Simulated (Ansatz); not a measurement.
Read the following structure.

```cif
data_structure
_symmetry_space_group_name_H-M 'P 42/m n m'
_symmetry_Int_Tables_number 136
_cell_length_a 4.8847
_cell_length_b 4.8847
_cell_length_c 3.1472
_cell_angle_alpha 90.000
_cell_angle_beta 90.000
_cell_angle_gamma 90.000
_cell_volume 75.09
loop_
_atom_site_label
_atom_site_type_symbol
_atom_site_symmetry_multiplicity
_atom_site_Wyckoff_symbol
_atom_site_fract_x
_atom_site_fract_y
_atom_site_fract_z
_atom_site_occupancy
Hf1 Hf 2 a 0.00000 0.00000 0.00000 1
O1 O 4 f 0.19564 0.80436 0.50000 1
```

### Give a crystallographic description of this input.

The material is HfO2. The lattice is primitive tetragonal and the space group P4_2/mnm (No. 136). The structure is of the kind named rutile. Atoms per cell: 6 (2 Hf, 4 O). Hf is surrounded by six O and two Hf (2.07 to 2.10 Å to O, 3.15 Å to Hf). O is linked to three Hf at 2.07 to 2.10 Å. Not all metal-metal contacts are counted. The bonds build a three-dimensional framework.

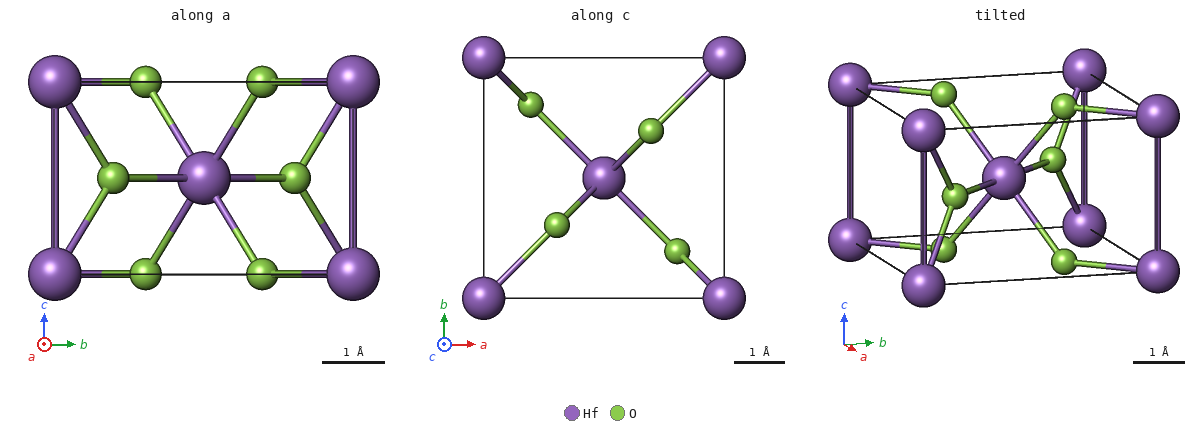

Crystal structure, ball-and-stick style, seen along the a axis, along the c axis and slightly off an axis. The parallelepiped is the conventional unit cell.

It goes back to a structure listed in the Materials Project. The cell was then strained or its atoms displaced on purpose. It was the input of a calculation with Ansatz.

At this level of theory the cell isn't at rest (stretched, at -5 GPa), so its distances can differ from those at equilibrium, the more so the softer the solid.
